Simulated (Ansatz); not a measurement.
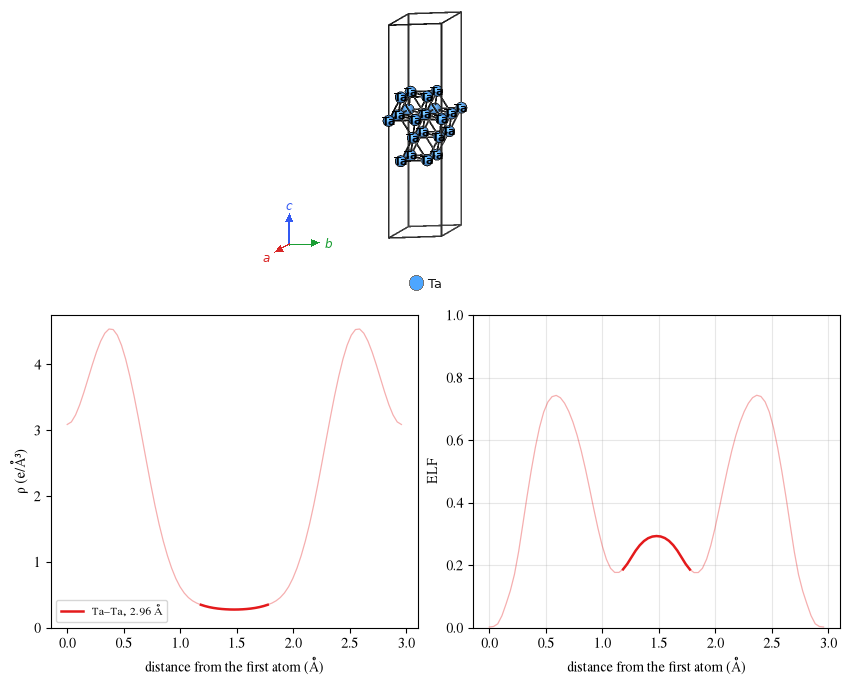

*Ta (slab). Valence electron density and electron localisation function along straight lines between neighbouring atoms. Thin, pale parts lie inside the atomic spheres. The structure is drawn too.*

Level of theory: Ansatz 0.2.0, DFT PBE+D3(BJ), scalar-relativistic, plane waves, PAW.

The density is the valence pseudo-density of a PAW calculation; it isn't the true density close to the nuclei.

**What can be read from the curves?**

Ta–Ta (2.96 Å): ρ is about 0.27 e/Å³ halfway; the ELF is about 0.30 at the midpoint (no localised pair shows between them).
